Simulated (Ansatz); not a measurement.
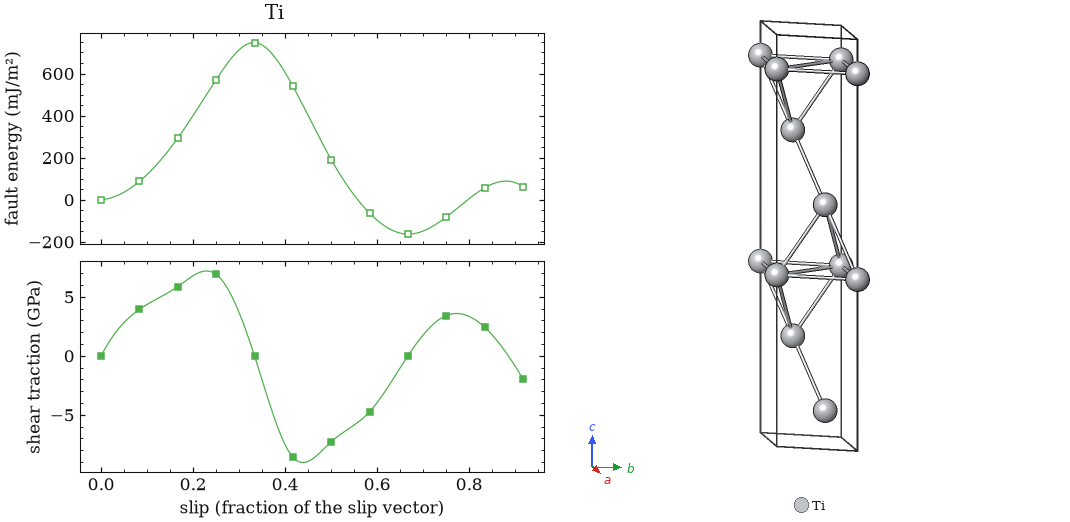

The plot gives the computed fault energy and shear traction against slip for Ti, space group Fm-3m (No. 225). The cell is drawn beside the plot.

Starting cell:
```
CELL_PARAMETERS angstrom
2.03000 -2.03000 0.00000
2.03000 0.00000 -2.03000
8.12000 8.12000 8.12000
ATOMIC_POSITIONS crystal
Ti 0.66667 0.66667 0.08332
Ti 0.00000 0.00000 0.91665
Ti 0.33333 0.33333 0.24998
Ti 0.66667 0.66667 0.58332
Ti 0.00000 0.00000 0.41665
Ti 0.33333 0.33333 0.74998
```

Method: rigid slide of a crystal across a plane by tilting cell vector c, one fault a cell, unrelaxed, by plane-wave density functional theory with PAW datasets, free energies less that of the undisturbed cell; scalar-relativistic (Ansatz 0.2.0). Level: PBEsol, no spin polarisation.

- wave cutoff: 420 eV
- k mesh: 19×19×4
- occupations: Gaussian
- smearing width: 0.15 eV
- k shift: (0, 0, 0) (mesh steps)
- start: as given
- height of the cut: 0 (fraction of cell vector c)
- slip vector: (1, 1) (multiples of cell vectors a and b)

How high is the barrier to slip, and is there a metastable fault?

The highest fault energy among the points, the barrier to rigid slip along this vector, is 747 mJ/m² at slip 0.333; a local minimum of −163 mJ/m² at slip 0.667 marks a metastable stacking fault.

Read off the course of the shear traction.

It goes from 0.00 GPa at slip 0.0000 to −1.94 GPa at 0.9167, not monotonically, with a high of 6.90 GPa at 0.2500 and a low of −8.59 GPa at 0.4167.

Note: reference crystal is not relaxed.
